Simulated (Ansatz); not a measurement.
Geometry relaxation, with input and output: Zn18O17 (charge +2) (part 3 of 3)

Continued. System: Zn18O17 (defect cell, 35 atoms in the cell, total charge +2). Method: DFT r2SCAN, scalar-relativistic, plane waves, PAW, no spin polarisation (Ansatz 0.2.0); cutoff 500 eV, 2×2×2 k-mesh, Gaussian smearing of 0.01 eV. The structure derives from a Materials Project entry. It belongs to a series of runs on one base structure; here: O vacancy (site b), charge +2, atoms relaxed at the host's cell.

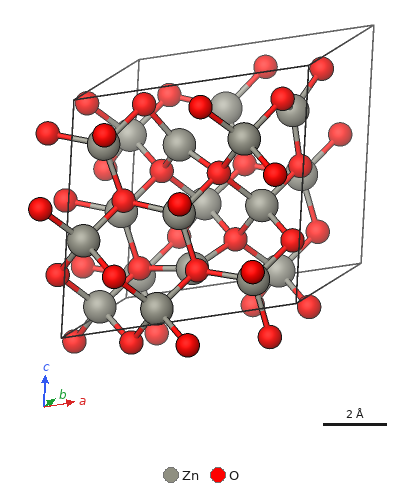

**Figure 1.** The geometry at step 5 of the log (ball-and-stick view of the cell of the calculation, seen slightly off an axis; bonded neighbours outside the cell are drawn too).

Trajectory as extended XYZ, continued:
```
35
Lattice="4.8523 2.8015 5.2123 -4.8523 2.8015 5.2123 0.0000 -5.6030 5.2123" Properties=species:S:1:pos:R:3:forces:R:3 step=2 energy=-69552.61761
Zn   -0.0005   -1.8583    7.9710    0.0256  -0.0555  -1.7883
Zn   -1.6111    0.9505    7.8028   -0.2242   0.2100  -0.0516
Zn    3.2452   -1.8760    7.8019    0.2785   0.0803  -0.0374
Zn    1.6335    0.9372    2.5887    0.0643  -0.2769  -0.0485
Zn    1.6162    0.9496    7.8027    0.2222   0.1995  -0.0462
Zn   -3.2412   -1.8750    7.8038   -0.2873   0.0827  -0.0339
Zn    0.0027    3.7393    7.8289   -0.0037   0.0077   0.2921
Zn    0.0022   -1.8642    2.6170    0.0006   0.0016  -0.1208
Zn   -1.6273    0.9363    2.5906   -0.0584  -0.2803  -0.0421
Zn   -1.6028   -0.9364    5.2381    0.0827  -0.0379  -0.1448
Zn   -3.2370    1.8695    5.2191   -0.2250  -0.1241   0.1203
Zn    1.6079   -0.9371    5.2381   -0.0830  -0.0430  -0.1357
Zn    0.0043   -3.7184    5.2386    0.0069   0.0838  -0.1351
Zn    0.0049    1.9332    5.1661   -0.0224  -1.5595   0.5642
Zn    0.0024    1.8778   10.4311    0.0017   0.2785   0.1275
Zn   -1.5406   -0.9574   10.3574   -1.4577   0.6855   0.7165
Zn    3.2425    1.8692    5.2183    0.2255  -0.1269   0.1211
Zn    1.5656   -0.9548   10.3688    1.3617   0.7101   0.6462
O    -1.6099    0.9274    9.7945    0.2105  -0.4818  -0.0044
O     3.2275   -1.8633    9.7938   -0.5607   0.1090   0.0229
O     1.6153    0.9462    4.5809   -0.3609   0.4226   0.0310
O     1.6150    0.9286    9.7944   -0.1959  -0.4882   0.0070
O    -3.2212   -1.8643    9.7940    0.6167   0.1357   0.0320
O     0.0028    3.7394    9.7947   -0.0012  -0.0081  -0.0755
O     0.0024   -1.8642    4.5905   -0.0003   0.0036   0.2587
O    -1.6107    0.9461    4.5816    0.3853   0.4314   0.0372
O    -1.5928   -0.9431    7.2319    0.4247  -0.2395   0.4831
O    -3.2365    1.8700    7.1940    0.1267   0.0626   0.0246
O     1.5966   -0.9438    7.2321   -0.4367  -0.2427   0.4815
O     0.0026   -3.7038    7.2319   -0.0042   0.5282   0.4909
O     0.0028    1.8865    7.1456    0.0003   0.1535  -0.5640
O     0.0021    1.8750   12.4058    0.0022  -0.1405   0.0156
O    -1.6001   -0.9389   12.3556    0.1485  -0.0745  -0.6592
O     3.2412    1.8699    7.1934   -0.1261   0.0657   0.0224
O     1.6065   -0.9385   12.3565   -0.1370  -0.0725  -0.6079
35
Lattice="4.8523 2.8015 5.2123 -4.8523 2.8015 5.2123 0.0000 -5.6030 5.2123" Properties=species:S:1:pos:R:3:forces:R:3 step=3 energy=-69553.42373
Zn    0.0004   -1.8600    7.8218    0.0174  -0.0336  -1.4637
Zn   -1.6217    0.9610    7.8012   -0.1581   0.1096   0.0237
Zn    3.2592   -1.8722    7.8007    0.1696   0.0852   0.0291
Zn    1.6370    0.9236    2.5871    0.0114  -0.1879   0.0266
Zn    1.6269    0.9597    7.8015    0.1587   0.1064   0.0271
Zn   -3.2553   -1.8710    7.8028   -0.1734   0.0814   0.0208
Zn    0.0028    3.7395    7.8354    0.0027  -0.0013   0.1582
Zn    0.0023   -1.8639    2.6241   -0.0002  -0.0004  -0.0798
Zn   -1.6304    0.9226    2.5894   -0.0130  -0.1885   0.0230
Zn   -1.6039   -0.9352    5.2325   -0.0142   0.0058  -0.1489
Zn   -3.2502    1.8619    5.2261   -0.1275  -0.0755   0.0896
Zn    1.6092   -0.9360    5.2326    0.0138   0.0058  -0.1458
Zn    0.0048   -3.7196    5.2332   -0.0016  -0.0157  -0.1475
Zn    0.0043    1.7961    5.2093   -0.0133  -1.2334   0.4088
Zn    0.0027    1.8942   10.4386    0.0016   0.1478   0.0891
Zn   -1.6642   -0.8922   10.4070   -1.1473   0.5589   0.5169
Zn    3.2560    1.8617    5.2254    0.1244  -0.0713   0.0897
Zn    1.6845   -0.8891   10.4154    1.0779   0.5725   0.4667
O    -1.6068    0.9506    9.7882    0.1574  -0.5221   0.0429
O     3.2461   -1.8767    9.7878   -0.5532   0.1588   0.0615
O     1.6361    0.9374    4.5747   -0.4066   0.3965   0.0664
O     1.6123    0.9512    9.7885   -0.1467  -0.5226   0.0487
O    -3.2391   -1.8779    9.7880    0.5988   0.1857   0.0744
O     0.0029    3.7397    9.7915   -0.0001  -0.0021  -0.0984
O     0.0025   -1.8639    4.6009    0.0001   0.0018   0.2279
O    -1.6310    0.9376    4.5756    0.4260   0.4032   0.0723
O    -1.6117   -0.9319    7.2263    0.4195  -0.2391   0.4097
O    -3.2418    1.8673    7.1947    0.1050   0.0565  -0.0105
O     1.6156   -0.9328    7.2263   -0.4278  -0.2430   0.4067
O     0.0027   -3.7251    7.2262   -0.0015   0.5108   0.4125
O     0.0030    1.8834    7.1600   -0.0011   0.1507  -0.5238
O     0.0021    1.8812   12.4067    0.0012  -0.1185  -0.0115
O    -1.6026   -0.9375   12.3699    0.1333  -0.0707  -0.5991
O     3.2464    1.8671    7.1941   -0.1041   0.0574  -0.0103
O     1.6094   -0.9369   12.3709   -0.1291  -0.0695  -0.5530
35
Lattice="4.8523 2.8015 5.2123 -4.8523 2.8015 5.2123 0.0000 -5.6030 5.2123" Properties=species:S:1:pos:R:3:forces:R:3 step=4 energy=-69554.05534
Zn    0.0020   -1.8623    7.6269   -0.0060   0.0092  -0.3819
Zn   -1.6272    0.9617    7.8093    0.0936  -0.0126   0.0194
Zn    3.2628   -1.8667    7.8086   -0.0545  -0.0766   0.0145
Zn    1.6344    0.9178    2.5954    0.0382   0.0822   0.0197
Zn    1.6326    0.9606    7.8099   -0.0959  -0.0118   0.0139
Zn   -3.2586   -1.8660    7.8097    0.0574  -0.0704   0.0261
Zn    0.0034    3.7391    7.8238   -0.0089   0.0025  -0.0849
Zn    0.0022   -1.8641    2.6238    0.0016   0.0015  -0.0199
Zn   -1.6282    0.9170    2.5970   -0.0335   0.0829   0.0231
Zn   -1.6138   -0.9302    5.2204   -0.2080   0.1204  -0.0268
Zn   -3.2485    1.8623    5.2345   -0.0456  -0.0225  -0.0688
Zn    1.6194   -0.9308    5.2202    0.2129   0.1151  -0.0321
Zn    0.0044   -3.7300    5.2207    0.0034  -0.2409  -0.0314
Zn    0.0037    1.6410    5.2591    0.0029  -0.2210   0.2236
Zn    0.0030    1.8922   10.4464   -0.0046   0.0524  -0.0648
Zn   -1.8066   -0.8174   10.4663   -0.1900   0.1473   0.2043
Zn    3.2543    1.8626    5.2337    0.0476  -0.0313  -0.0630
Zn    1.8202   -0.8145   10.4700    0.1901   0.1267   0.2087
O    -1.5941    0.9138    9.7938    0.0253   0.5428  -0.1755
O     3.2072   -1.8675    9.7943    0.4675  -0.3060  -0.1898
O     1.6087    0.9668    4.5813    0.4954  -0.2448  -0.1849
O     1.6001    0.9144    9.7941   -0.0213   0.5317  -0.1726
O    -3.1972   -1.8662    9.7963   -0.4965  -0.3344  -0.2117
O     0.0029    3.7400    9.7749    0.0021   0.0089   0.0608
O     0.0025   -1.8638    4.6213    0.0011   0.0035   0.0256
O    -1.6020    0.9673    4.5829   -0.5009  -0.2473  -0.1900
O    -1.5869   -0.9462    7.2486   -0.4769   0.2760  -0.1673
O    -3.2374    1.8697    7.1945   -0.0261  -0.0125   0.0714
O     1.5907   -0.9472    7.2482    0.4880   0.2845  -0.1652
O     0.0027   -3.6953    7.2482   -0.0011  -0.5751  -0.1654
O     0.0029    1.8915    7.1280    0.0026  -0.0130   0.4167
O     0.0022    1.8762   12.4067    0.0012   0.0278   0.0749
O    -1.5966   -0.9410   12.3335    0.0048   0.0073   0.4817
O     3.2419    1.8697    7.1940    0.0261  -0.0129   0.0720
O     1.6030   -0.9405   12.3378    0.0082   0.0105   0.4403
35
Lattice="4.8523 2.8015 5.2123 -4.8523 2.8015 5.2123 0.0000 -5.6030 5.2123" Properties=species:S:1:pos:R:3:forces:R:3 step=5 energy=-69554.35316
Zn    0.0023   -1.8623    7.4318    0.0050  -0.0140  -0.1493
Zn   -1.6280    0.9626    7.8196   -0.0111  -0.0414  -0.0347
Zn    3.2651   -1.8643    7.8193   -0.0353   0.0239  -0.0249
Zn    1.6345    0.9145    2.6070   -0.0428   0.0211  -0.0315
Zn    1.6338    0.9619    7.8199    0.0089  -0.0449  -0.0312
Zn   -3.2601   -1.8641    7.8192    0.0351   0.0256  -0.0146
Zn    0.0034    3.7390    7.8248   -0.0050   0.0093  -0.0894
Zn    0.0025   -1.8639    2.6378    0.0007   0.0030  -0.0476
Zn   -1.6285    0.9141    2.6074    0.0456   0.0213  -0.0229
Zn   -1.6482   -0.9111    5.1939   -0.0140   0.0232  -0.0318
Zn   -3.2625    1.8538    5.2397   -0.0263  -0.0092   0.0757
Zn    1.6546   -0.9116    5.1929    0.0094   0.0205  -0.0263
Zn    0.0034   -3.7695    5.1928    0.0054  -0.0243  -0.0214
Zn    0.0041    1.5296    5.3120   -0.0047  -0.0831   0.0386
Zn    0.0031    1.9074   10.4517    0.0029   0.0480   0.0838
Zn   -1.9067   -0.7587   10.5213   -0.0886   0.0252   0.0590
Zn    3.2684    1.8540    5.2397    0.0330  -0.0161   0.0763
Zn    1.9178   -0.7579   10.5236    0.0707   0.0270   0.0506
O    -1.5863    0.9551    9.7857   -0.0136  -0.1205   0.0253
O     3.2391   -1.8953    9.7858   -0.1018   0.0721   0.0306
O     1.6487    0.9530    4.5734   -0.1094   0.0421   0.0322
O     1.5928    0.9543    9.7863    0.0151  -0.1137   0.0261
O    -3.2321   -1.8947    9.7865    0.1062   0.0715   0.0262
O     0.0032    3.7403    9.7730   -0.0022  -0.0102   0.0622
O     0.0027   -1.8635    4.6400    0.0014   0.0037   0.1601
O    -1.6416    0.9535    4.5743    0.1086   0.0414   0.0297
O    -1.6328   -0.9193    7.2052    0.0658  -0.0332  -0.0340
O    -3.2388    1.8684    7.2048   -0.0359  -0.0287   0.0051
O     1.6380   -0.9198    7.2044   -0.0666  -0.0328  -0.0329
O     0.0028   -3.7508    7.2044   -0.0009   0.0796  -0.0302
O     0.0030    1.8802    7.1768    0.0007  -0.0062  -0.0468
O     0.0026    1.8786   12.4173   -0.0003   0.0510  -0.0060
O    -1.6074   -0.9339   12.3881    0.0042  -0.0024  -0.0555
O     3.2438    1.8684    7.2047    0.0389  -0.0278   0.0034
O     1.6136   -0.9337   12.3890    0.0008  -0.0011  -0.0533
35
Lattice="4.8523 2.8015 5.2123 -4.8523 2.8015 5.2123 0.0000 -5.6030 5.2123" Properties=species:S:1:pos:R:3:forces:R:3 step=6 energy=-69554.36886
Zn    0.0035   -1.8647    7.2963   -0.0068   0.0221   0.0833
Zn   -1.6273    0.9417    7.8144    0.0650  -0.0177   0.0796
Zn    3.2471   -1.8548    7.8159   -0.0343  -0.0316   0.0599
Zn    1.6171    0.9260    2.6034    0.0234   0.0431   0.0709
Zn    1.6331    0.9413    7.8148   -0.0601  -0.0094   0.0738
Zn   -3.2410   -1.8545    7.8168    0.0393  -0.0366   0.0444
Zn    0.0026    3.7405    7.8202    0.0082  -0.0144   0.0917
Zn    0.0032   -1.8632    2.6535   -0.0026  -0.0059   0.1084
Zn   -1.6106    0.9261    2.6040   -0.0295   0.0429   0.0585
Zn   -1.6733   -0.8946    5.1491   -0.0131  -0.0155   0.0236
Zn   -3.2679    1.8519    5.2712    0.0624   0.0255  -0.1137
Zn    1.6795   -0.8949    5.1495    0.0175  -0.0108   0.0152
Zn    0.0037   -3.8008    5.1510   -0.0101   0.0057   0.0048
Zn    0.0031    1.4960    5.3450    0.0055   0.0996  -0.0447
Zn    0.0036    1.9154   10.4843   -0.0039  -0.0998  -0.1270
Zn   -1.9425   -0.7420   10.5601    0.1041  -0.0234  -0.0742
Zn    3.2751    1.8511    5.2713   -0.0706   0.0357  -0.1136
Zn    1.9467   -0.7425   10.5589   -0.0896  -0.0309  -0.0646
O    -1.5725    0.9360    9.7856    0.0039   0.0648  -0.0027
O     3.2167   -1.8989    9.7857    0.0514  -0.0422  -0.0054
O     1.6407    0.9744    4.5736    0.0577  -0.0145  -0.0101
O     1.5791    0.9365    9.7856   -0.0065   0.0610  -0.0044
O    -3.2100   -1.8990    9.7855   -0.0545  -0.0439  -0.0029
O     0.0034    3.7396    9.7903    0.0028   0.0094  -0.0339
O     0.0032   -1.8639    4.6853    0.0007  -0.0042  -0.0886
O    -1.6343    0.9745    4.5736   -0.0595  -0.0134  -0.0093
O    -1.6331   -0.9190    7.1669   -0.0631   0.0335  -0.0626
O    -3.2418    1.8663    7.2300   -0.0068   0.0047   0.0098
O     1.6396   -0.9188    7.1667    0.0641   0.0330  -0.0605
O     0.0032   -3.7536    7.1670    0.0017  -0.0785  -0.0593
O     0.0031    1.8773    7.1934   -0.0009  -0.0021   0.0325
O     0.0031    1.8832   12.4422    0.0007   0.0039   0.0223
O    -1.6099   -0.9323   12.4067   -0.0104   0.0031   0.0430
O     3.2479    1.8663    7.2300    0.0066   0.0032   0.0132
O     1.6160   -0.9324   12.4065    0.0073   0.0036   0.0422
35
Lattice="4.8523 2.8015 5.2123 -4.8523 2.8015 5.2123 0.0000 -5.6030 5.2123" Properties=species:S:1:pos:R:3:forces:R:3 step=7 energy=-69554.37988
Zn    0.0031   -1.8636    7.3202    0.0001   0.0003   0.0001
Zn   -1.6230    0.9430    7.8192   -0.0028   0.0003  -0.0009
Zn    3.2468   -1.8582    7.8193    0.0015   0.0016  -0.0008
Zn    1.6206    0.9278    2.6070   -0.0015  -0.0023  -0.0014
Zn    1.6293    0.9429    7.8192    0.0028   0.0007  -0.0010
Zn   -3.2405   -1.8583    7.8193   -0.0013   0.0019  -0.0013
Zn    0.0030    3.7395    7.8397    0.0003   0.0003  -0.0020
Zn    0.0031   -1.8634    2.6501    0.0003   0.0004   0.0059
Zn   -1.6143    0.9279    2.6071    0.0013  -0.0024  -0.0015
Zn   -1.6680   -0.8988    5.1517    0.0043  -0.0023   0.0076
Zn   -3.2610    1.8550    5.2638    0.0030   0.0012  -0.0028
Zn    1.6745   -0.8986    5.1517   -0.0046  -0.0026   0.0074
Zn    0.0031   -3.7932    5.1518   -0.0002   0.0049   0.0072
Zn    0.0032    1.5228    5.3376   -0.0001  -0.0046  -0.0004
Zn    0.0033    1.9059   10.4762   -0.0003  -0.0039  -0.0035
Zn   -1.9165   -0.7551   10.5501   -0.0041   0.0025  -0.0007
Zn    3.2674    1.8550    5.2638   -0.0035   0.0016  -0.0027
Zn    1.9227   -0.7552   10.5501    0.0046   0.0024  -0.0007
O    -1.5746    0.9368    9.7867    0.0050  -0.0020  -0.0026
O     3.2171   -1.8970    9.7868   -0.0043  -0.0030  -0.0024
O     1.6394    0.9729    4.5744    0.0013   0.0055  -0.0021
O     1.5810    0.9367    9.7867   -0.0050  -0.0022  -0.0023
O    -3.2109   -1.8971    9.7868    0.0046  -0.0032  -0.0025
O     0.0032    3.7396    9.7984    0.0000  -0.0001   0.0016
O     0.0033   -1.8635    4.6680   -0.0004  -0.0001   0.0117
O    -1.6330    0.9728    4.5745   -0.0012   0.0056  -0.0026
O    -1.6354   -0.9175    7.1644    0.0092  -0.0056  -0.0022
O    -3.2382    1.8680    7.2275   -0.0003  -0.0003   0.0023
O     1.6417   -0.9175    7.1643   -0.0091  -0.0050  -0.0019
O     0.0031   -3.7557    7.1645   -0.0004   0.0107  -0.0019
O     0.0031    1.8814    7.1936    0.0003  -0.0060  -0.0022
O     0.0032    1.8795   12.4398   -0.0003   0.0002   0.0025
O    -1.6061   -0.9343   12.4061   -0.0045   0.0030  -0.0029
O     3.2445    1.8681    7.2276    0.0001  -0.0005   0.0017
O     1.6122   -0.9344   12.4061    0.0051   0.0031  -0.0030
35
Lattice="4.8523 2.8015 5.2123 -4.8523 2.8015 5.2123 0.0000 -5.6030 5.2123" Properties=species:S:1:pos:R:3:forces:R:3 step=8 energy=-69554.37988
Zn    0.0031   -1.8636    7.3202    0.0001   0.0003   0.0001
Zn   -1.6230    0.9430    7.8192   -0.0029   0.0003  -0.0009
Zn    3.2468   -1.8582    7.8193    0.0015   0.0016  -0.0009
Zn    1.6206    0.9278    2.6070   -0.0015  -0.0023  -0.0014
Zn    1.6293    0.9429    7.8192    0.0028   0.0007  -0.0010
Zn   -3.2405   -1.8583    7.8193   -0.0013   0.0019  -0.0013
Zn    0.0030    3.7395    7.8397    0.0003   0.0003  -0.0020
Zn    0.0031   -1.8634    2.6501    0.0003   0.0004   0.0059
Zn   -1.6143    0.9279    2.6071    0.0013  -0.0024  -0.0015
Zn   -1.6680   -0.8988    5.1517    0.0043  -0.0023   0.0076
Zn   -3.2610    1.8550    5.2638    0.0030   0.0011  -0.0027
Zn    1.6745   -0.8986    5.1517   -0.0046  -0.0026   0.0074
Zn    0.0031   -3.7932    5.1518   -0.0002   0.0049   0.0072
Zn    0.0032    1.5228    5.3376   -0.0001  -0.0046  -0.0004
Zn    0.0033    1.9059   10.4762   -0.0003  -0.0039  -0.0035
Zn   -1.9165   -0.7551   10.5501   -0.0041   0.0025  -0.0007
Zn    3.2674    1.8550    5.2638   -0.0034   0.0016  -0.0027
Zn    1.9227   -0.7552   10.5501    0.0046   0.0024  -0.0007
O    -1.5746    0.9368    9.7867    0.0050  -0.0020  -0.0026
O     3.2171   -1.8970    9.7868   -0.0043  -0.0030  -0.0024
O     1.6394    0.9729    4.5744    0.0013   0.0055  -0.0021
O     1.5810    0.9367    9.7867   -0.0050  -0.0022  -0.0023
O    -3.2109   -1.8971    9.7868    0.0046  -0.0032  -0.0025
O     0.0032    3.7396    9.7984    0.0000  -0.0001   0.0016
O     0.0033   -1.8635    4.6680   -0.0004  -0.0001   0.0118
O    -1.6330    0.9728    4.5745   -0.0012   0.0056  -0.0026
O    -1.6354   -0.9175    7.1644    0.0092  -0.0056  -0.0022
O    -3.2382    1.8680    7.2275   -0.0003  -0.0003   0.0023
O     1.6417   -0.9175    7.1643   -0.0091  -0.0049  -0.0019
O     0.0031   -3.7557    7.1645   -0.0004   0.0107  -0.0019
O     0.0031    1.8814    7.1936    0.0003  -0.0060  -0.0022
O     0.0032    1.8795   12.4398   -0.0003   0.0001   0.0025
O    -1.6061   -0.9343   12.4061   -0.0045   0.0030  -0.0029
O     3.2445    1.8681    7.2276    0.0001  -0.0005   0.0017
O     1.6122   -0.9344   12.4061    0.0051   0.0031  -0.0030
```

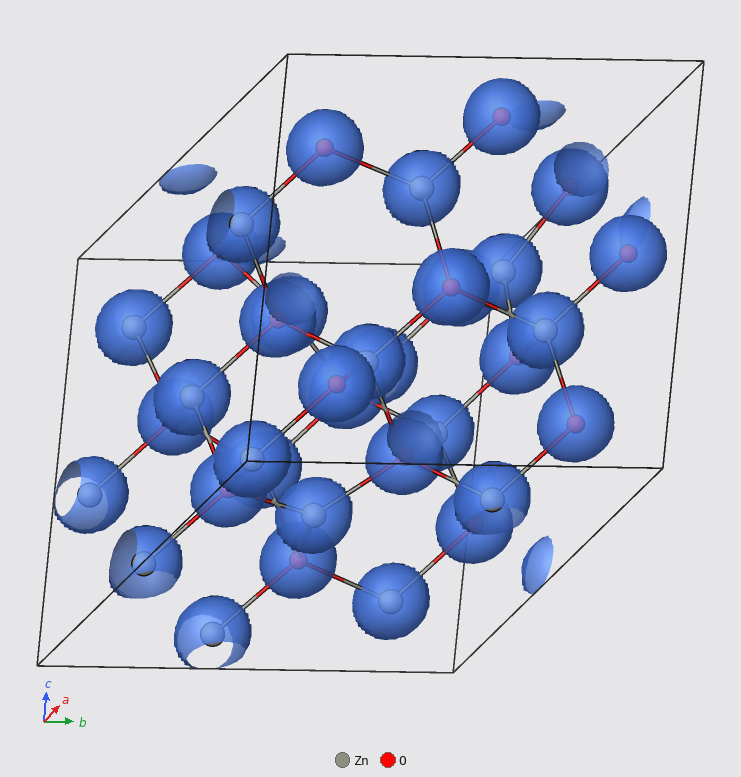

**Figure 2.** Isosurface of the valence electron density at 1.5 e/Å³ (blue), seen at an oblique angle. Sticks mark near contacts. The outline is the calculation cell. At this value the density breaks into separate islands; it holds about 65 % of the electrons treated as valence. It is pinched off along the Zn–O (1.89 Å), Zn–O (1.95 Å) and Zn–O (2.01 Å) contacts. On the grid the lowest density along these lines, outside the cores, is 0.72 e/Å³ (Zn–O, 1.89 Å), 0.61 e/Å³ (Zn–O, 1.95 Å) and 0.53 e/Å³ (Zn–O, 2.01 Å). The fields are those of the smooth PAW valence density.

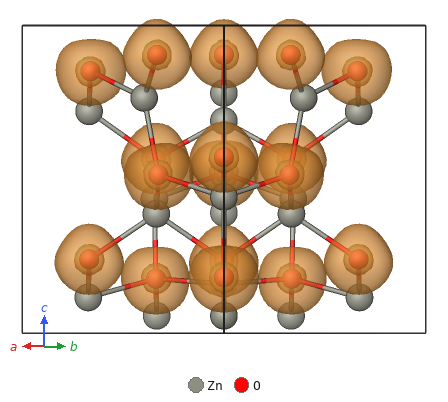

**Figure 3.** Isosurface of the electron localisation function at 0.7 (orange), seen along [110]. Only the valence region is drawn (cores and ρ < 0.01 e/Å³ removed). Sticks mark near contacts. The outline is the calculation cell. Along the contacts the grid gives the following. Zn–O (1.89 Å): the ELF is about 0.30 at the midpoint. Zn–O (1.95 Å): the ELF is about 0.25 at the midpoint.

Results in brief:

- outcome: converged
- electrons treated: 316
- free energy: −69554.3799 eV
- Fermi energy: 7.692 eV
- gap on the k-point mesh: 2.02 eV
- final volume: 425.13 Å³
- largest force (length of the vector) at the end: 0.012 eV/Å
- wall time: 2.3 min (CPU time 17 min)
- peak memory: 2.6 GiB
